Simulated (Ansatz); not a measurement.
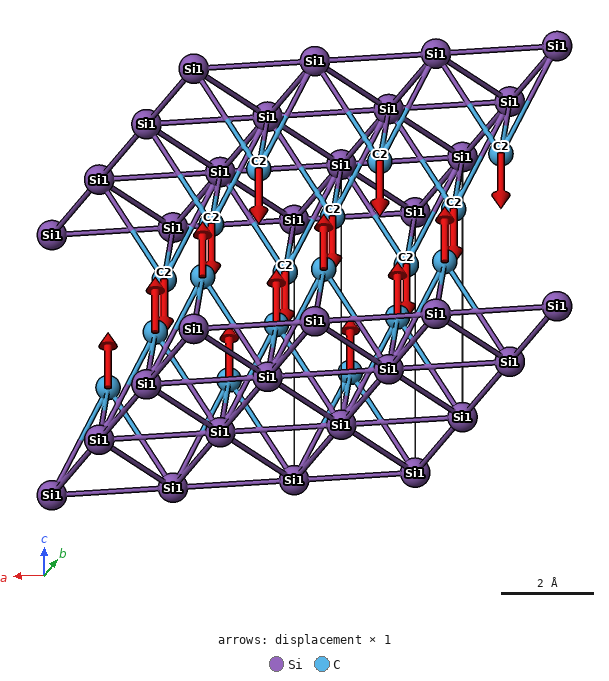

A relaxation of a crystal of SiC2 (a generated structure, set up in P-3m1) (coarse preliminary run). The starting structure is drawn; red arrows show the displacements (the part carried along by the change of the cell is left out), at their true length.

Style: ball-and-stick. Shown: the cell of the calculation, repeated 3 × 3 × 1 with one cell outlined, from a free direction.

Computed with DFT PBE, scalar-relativistic, plane waves, PAW in Ansatz.

Input file:
```yaml
crystal:
  lattice:
    - [2.6798104, 0.0, 0.0]
    - [-1.3399052, 2.32078389, 0.0]
    - [0.0, 0.0, 6.5641681]
  atoms:
    - { symbol: Si, position: [0.0, 0.0, 0.0] }
    - { symbol: C, position: [0.33333333, 0.66666667, 0.66666667] }
    - { symbol: C, position: [0.66666667, 0.33333333, 0.33333333] }
basis:
  ecutwfc: 420
kpoints:
  mp_grid: { grid: [6, 6, 4] }
hamiltonian:
  xc: pbe
scf:
  occupations: { method: gaussian, width: 0.1 }
  lower_state_search: "off"
output:
  forces: true
  stress: true
  eigenvalues: true
relax:
  adjacent_minimum: "off"
  f_tol: 0.04
  max_steps: 70
  cell: { stress_tol: 0.4 }
```

Command:
```bash
ansatz run input.yaml --threads 1 --pin off --max-ram 2560MiB --backend cpu --events-out ev --progress --plain --runs-dir out
```

What did the optimiser do to the structure, and how much energy did it gain?

Answer. Over 33 accepted moves (36 points after the start) the energy falls by 3337 meV per atom. The largest force component goes from 0.18 to 0.00086 eV/Å. Pressure: −20.29 GPa at the start and 0.07 GPa at the end. At 3 points the geometry stayed and the basis and grid were re-selected for the new cell (energy shift of 5.5 meV per atom at most each time). The largest moves relative to the cell, 1.41 Å, are those of C2 and C3. C3 goes along +c. Si stays in place. Cell: a = b 2.680 → 2.474 Å (−7.7 %), c 6.564 → 8.454 Å (+28.8 %). Volume +9.7 %. Near-neighbour distances that change, for instance: Si1–C2 2.680 → 4.462 Å, C2–C3 2.680 → 1.428 Å, Si1–Si1 2.680 → 2.474 Å. New bonds form: C2–C3 (2.68 → 1.43 Å). The space group (tolerance 0.01 Å) goes from P-3m1 (No. 164) to P6/mmm (No. 191). Cost: 17 s on 1 thread of Intel(R) Xeon(R) 6975P-C (Granite Rapids) (shared host), peak memory 0.32 GiB.
